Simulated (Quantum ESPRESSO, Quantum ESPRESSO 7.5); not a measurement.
# H on fcc sites of Ti(0001): a series in the coverage

Aim: how the results for H on fcc sites of Ti(0001) change with the coverage.

Calculated with Quantum ESPRESSO 7.5; plane-wave DFT, PBE, GBRV ultrasoft pseudopotentials.

**1. Set-up**

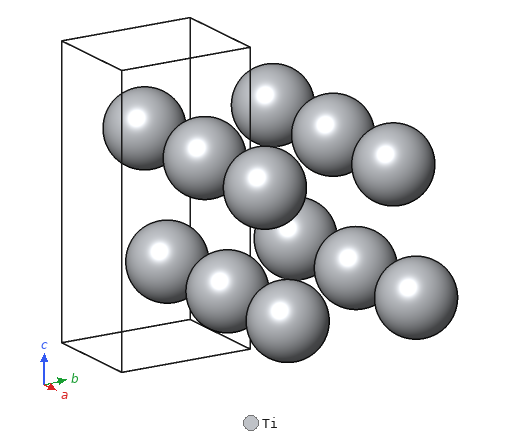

The cell as given, from the side, with the c axis up (titanium light grey). 3×2×1 cells are drawn.

Set-up: Slabs of 3 layers, covered on the upper face; adsorbates and the top layer relax in a periodic cell, the rest is held (the clean slab relaxes both outer layers); a run under open boundaries (ESM, bc1) gives both vacuum levels. Cells of one to 9 surface sites carry the coverages, on meshes of like density; cold smearing of 0.02 Ry. The slabs take the lattice constants of the bulk relaxed by the same program.

Members 0.1667, 0.25, 0.3333, 0.5 and 0.6667 took the same steps and show in the table alone.

**2. Variable-cell relaxation of the reference**

The bulk crystal is relaxed in cell and atoms; the members are built on its lattice constants.

ref.vc.in

```
&control
  prefix = 'ref.vc'
  outdir = './out'
  pseudo_dir = './pseudo'
  nstep = 40
  forc_conv_thr = 0.0003
  calculation = 'vc-relax'
/
&system
  ibrav = 0
  nat = 2
  ntyp = 1
  ecutwfc = 50
  ecutrho = 250
  occupations = 'smearing'
  smearing = 'mv'
  degauss = 0.02
/
&electrons
  conv_thr = 1e-09
  mixing_beta = 0.4
  electron_maxstep = 120
/
&ions
/
&cell
  press_conv_thr = 0.3
/
ATOMIC_SPECIES
  Ti  47.8670  ti_pbe_v1.4.uspp.F.UPF
CELL_PARAMETERS angstrom
  2.95000000000000 0.00000000000000 0.00000000000000
  -1.47500000000000 2.55477494116409 0.00000000000000
  0.00000000000000 0.00000000000000 4.68460000000000
ATOMIC_POSITIONS crystal
  Ti  0.333333333333 0.666666666667 0.250000000000
  Ti  0.666666666667 0.333333333333 0.750000000000
K_POINTS automatic
  16 16 9 0 0 0
```

Started as:

```bash
> OMP_NUM_THREADS=1 mpirun -n 16 pw.x -nk 16 -in ref.vc.in > ref.vc.out
```

The log of the run:

```text
Program PWSCF v.7.5 starts
[citation notice left out]

     Parallel version (MPI & OpenMP), running on      16 processor cores
     Number of MPI processes:                16
     Threads/MPI process:                     1

     MPI processes distributed on     1 nodes
[...]
Current dimensions of program PWSCF are:
     Max number of different atomic species (ntypx) = 10
     Max number of k-points (npk) =  40000
     Max angular momentum in pseudopotentials (lmaxx) =  4
     Message from routine setup:
     using ibrav=0 with symmetry is DISCOURAGED, use correct ibrav instead

     K-points division:     npool     =      16
     Subspace diagonalization in iterative solution of the eigenvalue problem:
     a serial algorithm will be used

     G-vector sticks info
     --------------------
     sticks:   dense  smooth     PW     G-vecs:    dense   smooth      PW
     Sum         535     433    127                15891    11415    1925

     Using Slab Decomposition

     bravais-lattice index     =            0
     lattice parameter (alat)  =       5.5747  a.u.
     unit-cell volume          =     238.2560 (a.u.)^3
     number of atoms/cell      =            2
     number of atomic types    =            1
     number of electrons       =        24.00
     number of Kohn-Sham states=           16
     kinetic-energy cutoff     =      50.0000  Ry
     charge density cutoff     =     250.0000  Ry
     scf convergence threshold =      1.0E-09
     mixing beta               =       0.4000
     number of iterations used =            8  plain     mixing
     energy convergence thresh.=      1.0E-04
     force convergence thresh. =      3.0E-04
     press convergence thresh. =      3.0E-01
     Exchange-correlation=  SLA  PW   PBX  PBC
                           (   1   4   3   4   0   0   0)
     nstep                     =           40

     celldm(1)=   5.574692  celldm(2)=   0.000000  celldm(3)=   0.000000
     celldm(4)=   0.000000  celldm(5)=   0.000000  celldm(6)=   0.000000

     crystal axes: (cart. coord. in units of alat)
               a(1) = (   1.000000   0.000000   0.000000 )
               a(2) = (  -0.500000   0.866025   0.000000 )
               a(3) = (   0.000000   0.000000   1.588000 )

     reciprocal axes: (cart. coord. in units 2 pi/alat)
               b(1) = (  1.000000  0.577350 -0.000000 )
               b(2) = (  0.000000  1.154701  0.000000 )
               b(3) = (  0.000000 -0.000000  0.629723 )

     PseudoPot. # 1 for Ti read from file:
     ./pseudo/ti_pbe_v1.4.uspp.F.UPF
     Pseudo is Ultrasoft + core correction, Zval = 12.0
     Generated by new atomic code, or converted to UPF format
     Using radial grid of  851 points,  6 beta functions with:
                l(1) =   0
                l(2) =   0
                l(3) =   1
                l(4) =   1
                l(5) =   2
                l(6) =   2
     Q(r) pseudized with  6 coefficients,  rinner =    1.000   1.000   1.000
                                                       1.000   1.000

     atomic species   valence    mass     pseudopotential
     Ti               12.00    47.86700     Ti( 1.00)

     24 Sym. Ops., with inversion, found (12 have fractional translation)

   Cartesian axes

     site n.     atom                  positions (alat units)
         1        Ti     tau(   1) = (  -0.0000000   0.5773503   0.3970000  )
         2        Ti     tau(   2) = (   0.5000000   0.2886751   1.1910000  )

     number of k points=   150  Marzari-Vanderbilt smearing, width (Ry)=  0.0200

     Number of k-points >= 100: set verbosity='high' to print them.

     Dense  grid:    15891 G-vectors     FFT dimensions: (  30,  30,  48)

     Smooth grid:    11415 G-vectors     FFT dimensions: (  25,  25,  40)

     Estimated max dynamical RAM per process >      19.84 MB

     Estimated total dynamical RAM >     259.22 MB

     Check: negative core charge=   -0.000008

     Initial potential from superposition of free atoms

     starting charge      21.9999, renormalised to      24.0000

     negative rho (up, down):  2.727E-03 0.000E+00
     Starting wfcs are   20 randomized atomic wfcs

     total cpu time spent up to now is        0.5 secs

     per-process dynamical memory:    20.0 Mb

     Self-consistent Calculation

     iteration #  1     ecut=    50.00 Ry     beta= 0.40
     Davidson diagonalization with overlap
     ethr =  1.00E-02,  avg # of iterations =  3.9

     negative rho (up, down):  2.748E-03 0.000E+00

     total cpu time spent up to now is        0.8 secs

     total energy              =    -238.31107569 Ry
     estimated scf accuracy    <       1.26624166 Ry

     iteration #  2     ecut=    50.00 Ry     beta= 0.40
[...]
negative rho (up, down):  2.520E-03 0.000E+00

[...]
total energy              =    -238.46453699 Ry
     estimated scf accuracy    <       0.04991304 Ry

     iteration #  3     ecut=    50.00 Ry     beta= 0.40
[...]
negative rho (up, down):  2.374E-03 0.000E+00

[...]
total energy              =    -238.49822241 Ry
     estimated scf accuracy    <       0.02486302 Ry

     iteration #  4     ecut=    50.00 Ry     beta= 0.40
[...]
negative rho (up, down):  1.986E-03 0.000E+00

[...]
total energy              =    -238.50020016 Ry
     estimated scf accuracy    <       0.00252145 Ry

     iteration #  5     ecut=    50.00 Ry     beta= 0.40
[...]
negative rho (up, down):  1.996E-03 0.000E+00

[...]
total energy              =    -238.50122718 Ry
     estimated scf accuracy    <       0.00021986 Ry

     iteration #  6     ecut=    50.00 Ry     beta= 0.40
[...]
negative rho (up, down):  1.992E-03 0.000E+00

[...]
total energy              =    -238.50120382 Ry
     estimated scf accuracy    <       0.00009282 Ry

     iteration #  7     ecut=    50.00 Ry     beta= 0.40
[...]
negative rho (up, down):  1.997E-03 0.000E+00

[...]
total energy              =    -238.50121299 Ry
     estimated scf accuracy    <       0.00000529 Ry

     iteration #  8     ecut=    50.00 Ry     beta= 0.40
[...]
negative rho (up, down):  1.995E-03 0.000E+00

[...]
total energy              =    -238.50121697 Ry
     estimated scf accuracy    <       0.00000652 Ry

[...]
Gradient error          =      4.3E-27 Ry/Bohr
     Cell gradient error     =      1.1E+01 kbar

     number of scf cycles    =   2
     number of bfgs steps    =   1

     enthalpy           old  =    -238.5012168529 Ry
     enthalpy           new  =    -238.5014004233 Ry

     CASE: enthalpy          _new < enthalpy          _old

     new trust radius        =       0.0099924778 bohr
     new conv_thr            =            1.0E-11 Ry

     new unit-cell volume =    234.52114 a.u.^3 (    34.75245 Ang^3 )
     density =      4.57436 g/cm^3

CELL_PARAMETERS (angstrom)
   2.936849552  -0.000000000   0.000000000
  -1.468424776   2.543386319   0.000000000
   0.000000000   0.000000000   4.652553487

ATOMIC_POSITIONS (crystal)
Ti               0.3333333333        0.6666666667        0.2500000000
Ti               0.6666666667        0.3333333333        0.7500000000

[...]
NEW-OLD atomic charge density approx. for the potential
     New effective cutoffs (rho, wfc):  252.57   50.68

     Check: negative core charge=   -0.000008

     negative rho (up, down):  1.961E-03 0.000E+00

     total cpu time spent up to now is        6.7 secs

     per-process dynamical memory:    22.3 Mb

     Self-consistent Calculation

     iteration #  1     ecut=    50.00 Ry     beta= 0.40
     Davidson diagonalization with overlap
     ethr =  1.00E-06,  avg # of iterations =  3.0

     Threshold (ethr) on eigenvalues was too large:
     Diagonalizing with lowered threshold

     Davidson diagonalization with overlap
     ethr =  1.39E-08,  avg # of iterations =  3.2

     negative rho (up, down):  1.963E-03 0.000E+00

     total cpu time spent up to now is        7.3 secs

     total energy              =    -238.50144757 Ry
     estimated scf accuracy    <       0.00000442 Ry

[...]
iteration #  7     ecut=    50.00 Ry     beta= 0.40
[...]
negative rho (up, down):  1.965E-03 0.000E+00

[...]
End of self-consistent calculation

     Number of k-points >= 100: set verbosity='high' to print the bands.

     the Fermi energy is    13.3782 ev

!    total energy              =    -238.50144861 Ry
     estimated scf accuracy    <          7.9E-12 Ry
     smearing contrib. (-TS)   =       0.00021332 Ry
     internal energy E=F+TS    =    -238.50166193 Ry

     The total energy is F=E-TS. E is the sum of the following terms:
     one-electron contribution =     -81.00626273 Ry
     hartree contribution      =      48.49779549 Ry
     xc contribution           =     -36.07593475 Ry
     ewald contribution        =    -169.91725994 Ry

     convergence has been achieved in   7 iterations

     negative rho (up, down):  1.965E-03 0.000E+00

     Forces acting on atoms (cartesian axes, Ry/au):

     atom    1 type  1   force =     0.00000000    0.00000000   -0.00000000
     atom    2 type  1   force =     0.00000000    0.00000000    0.00000000

     Total force =     0.000000     Total SCF correction =     0.000000

     Computing stress (Cartesian axis) and pressure

     negative rho (up, down):  1.965E-03 0.000E+00
          total   stress  (Ry/bohr**3)                   (kbar)     P=        0.08
   0.00000712  -0.00000000   0.00000000            1.05       -0.00        0.00
  -0.00000000   0.00000712   0.00000000           -0.00        1.05        0.00
   0.00000000   0.00000000  -0.00001267            0.00        0.00       -1.86

     Energy error            =      4.8E-05 Ry
     Gradient error          =      2.5E-27 Ry/Bohr
     Cell gradient error     =      1.9E+00 kbar

     number of scf cycles    =   3
     number of bfgs steps    =   2

     enthalpy           old  =    -238.5014004233 Ry
     enthalpy           new  =    -238.5014486069 Ry

     CASE: enthalpy          _new < enthalpy          _old

     new trust radius        =       0.0013471734 bohr
     new conv_thr            =            1.0E-11 Ry

     new unit-cell volume =    234.47257 a.u.^3 (    34.74525 Ang^3 )
     density =      4.57530 g/cm^3

CELL_PARAMETERS (angstrom)
   2.937191449  -0.000000000   0.000000000
  -1.468595724   2.543682410   0.000000000
   0.000000000   0.000000000   4.650507071

ATOMIC_POSITIONS (crystal)
Ti               0.3333333333        0.6666666667        0.2500000000
Ti               0.6666666667        0.3333333333        0.7500000000

[...]
NEW-OLD atomic charge density approx. for the potential
     New effective cutoffs (rho, wfc):  252.76   50.73

     Check: negative core charge=   -0.000008

     negative rho (up, down):  1.965E-03 0.000E+00

     total cpu time spent up to now is        9.5 secs

     per-process dynamical memory:    22.3 Mb

[...]
!    total energy              =    -238.50145008 Ry
[...]
Total force =     0.000000     Total SCF correction =     0.000000
[...]
number of bfgs steps    =   3
[...]
new trust radius        =       0.0014823893 bohr
[...]
!    total energy              =    -238.50145156 Ry
[...]
Total force =     0.000000     Total SCF correction =     0.000000
[...]
number of bfgs steps    =   4
[...]
new trust radius        =       0.0022246961 bohr
[...]
!    total energy              =    -238.50145258 Ry
[...]
Total force =     0.000000     Total SCF correction =     0.000000
[...]
Self-consistent Calculation

     iteration #  1     ecut=    50.00 Ry     beta= 0.40
     Davidson diagonalization with overlap
     c_bands:  1 eigenvalues not converged
     ethr =  1.00E-06,  avg # of iterations = 16.8

     negative rho (up, down):  3.353E-03 0.000E+00

     total cpu time spent up to now is       16.6 secs

     total energy              =    -238.28121262 Ry
     estimated scf accuracy    <       1.33655043 Ry

[...]
iteration # 14     ecut=    50.00 Ry     beta= 0.40
[...]
negative rho (up, down):  2.424E-03 0.000E+00

[...]
End of self-consistent calculation

     Number of k-points >= 100: set verbosity='high' to print the bands.

     the Fermi energy is    13.3787 ev

!    total energy              =    -238.50144954 Ry
     estimated scf accuracy    <          2.8E-12 Ry
     smearing contrib. (-TS)   =       0.00020399 Ry
     internal energy E=F+TS    =    -238.50165353 Ry

     The total energy is F=E-TS. E is the sum of the following terms:
     one-electron contribution =     -81.01464006 Ry
     hartree contribution      =      48.50112015 Ry
     xc contribution           =     -36.07592442 Ry
     ewald contribution        =    -169.91220920 Ry

     convergence has been achieved in  14 iterations

     negative rho (up, down):  2.424E-03 0.000E+00

     Forces acting on atoms (cartesian axes, Ry/au):

     atom    1 type  1   force =    -0.00000000   -0.00000000    0.00000000
     atom    2 type  1   force =     0.00000000    0.00000000   -0.00000000

     Total force =     0.000000     Total SCF correction =     0.000000

     Computing stress (Cartesian axis) and pressure

     negative rho (up, down):  2.424E-03 0.000E+00
          total   stress  (Ry/bohr**3)                   (kbar)     P=        0.05
   0.00000057   0.00000000  -0.00000000            0.08        0.00       -0.00
   0.00000000   0.00000057   0.00000000            0.00        0.08        0.00
  -0.00000000   0.00000000  -0.00000015           -0.00        0.00       -0.02

[...]
=------------------------------------------------------------------------------=
   JOB DONE.
=------------------------------------------------------------------------------=
```

It took 21 s on 16 MPI ranks of Arm Neoverse V2, shared host; peak memory 0.91 GiB; 5.6 min of CPU time.

Step by step:

| step | energy less that of the first step (eV) | largest force (eV/Å) | volume (Å³) |
| --- | --- | --- | --- |
| 1 | 0.0000 | 0.0000 | 35.31 |
| 2 | -0.0025 | 0.0000 | 34.99 |
| 3 | -0.0032 | 0.0000 | 34.75 |
| 4 | -0.0032 | 0.0000 | 34.75 |
| 5 | -0.0032 | 0.0000 | 34.75 |
| 6 | -0.0032 | 0.0000 | 34.75 |
| 7 | -0.0032 | 0.0000 | 34.75 |

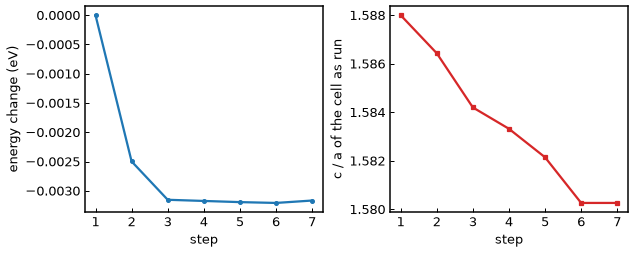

Energy and cell shape along the relaxation.

| conventional cell, symmetrised | before | after | change |
| --- | --- | --- | --- |
| a (Å) | 2.950 | 2.939 | -0.4 % |
| b (Å) | 2.950 | 2.939 | -0.4 % |
| c (Å) | 4.685 | 4.645 | -0.8 % |
| volume (Å³/atom) | 17.65 | 17.38 | -1.6 % |

Final coordinates:

```cif
data_structure
_symmetry_space_group_name_H-M 'P 1'
_symmetry_Int_Tables_number 1
_cell_length_a 2.9393
_cell_length_b 2.9393
_cell_length_c 4.6449
_cell_angle_alpha 90.000
_cell_angle_beta 90.000
_cell_angle_gamma 120.000
_cell_volume 34.75
loop_
_atom_site_label
_atom_site_type_symbol
_atom_site_fract_x
_atom_site_fract_y
_atom_site_fract_z
_atom_site_occupancy
Ti1 Ti 0.33333 0.66667 0.25000 1
Ti2 Ti 0.66667 0.33333 0.75000 1
```

 The last row is no step: it is a fresh SCF in the final cell with a new plane-wave basis, +0 meV from the row before.

Read from the output:

| Property | Result |
| --- | --- |
| free energy | -3244.9775 eV |
| Fermi energy | 13.38 eV |

(Part 1 of 9 ends here.)

[Logs are printed without paths, hosts, clocks, repeated set-up lines and the standing remarks that a program may print on its own settings, such as how far it seeks lower states.]

[Hosts, paths, dates, database ids (printed as entryN), source tags and the programs' standing remarks are cut or masked in the printed files.]

[Maps of the electrostatic potential energy from Ansatz leave out the sawtooth potential of an applied field or a dipole correction, so their vacuum need not be flat; planar profiles and work functions include it.]
